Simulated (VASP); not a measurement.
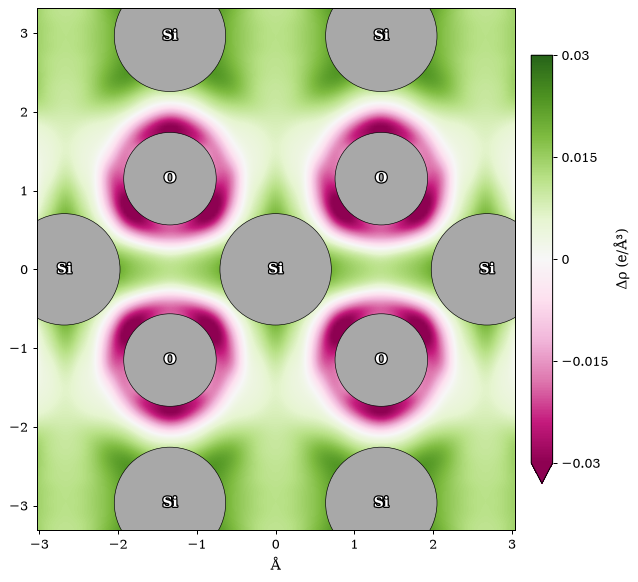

SiO₂. Difference of the valence pseudo-densities of two functionals at the same geometry, on the (110) plane of the calculation cell: one of PBEsol and r2SCAN less the other.

Both computed with VASP (plane waves, PAW), on the same k-point mesh. Grey discs cover the atomic cores.

> Which was subtracted from which, and what does the map show?

It is PBEsol less r2SCAN. Against r2SCAN, PBEsol gives more density around Si (+0.008 e/Å³ on average at 0.9 Å from the nucleus), less density around O (−0.019 e/Å³ on average at 0.7 Å from the nucleus), more density in the space between the atoms (+0.007 e/Å³ on average) and a change of −0.011 e/Å³ at the midpoint of Si–O and −0.007 e/Å³ at the midpoint of Si–O.
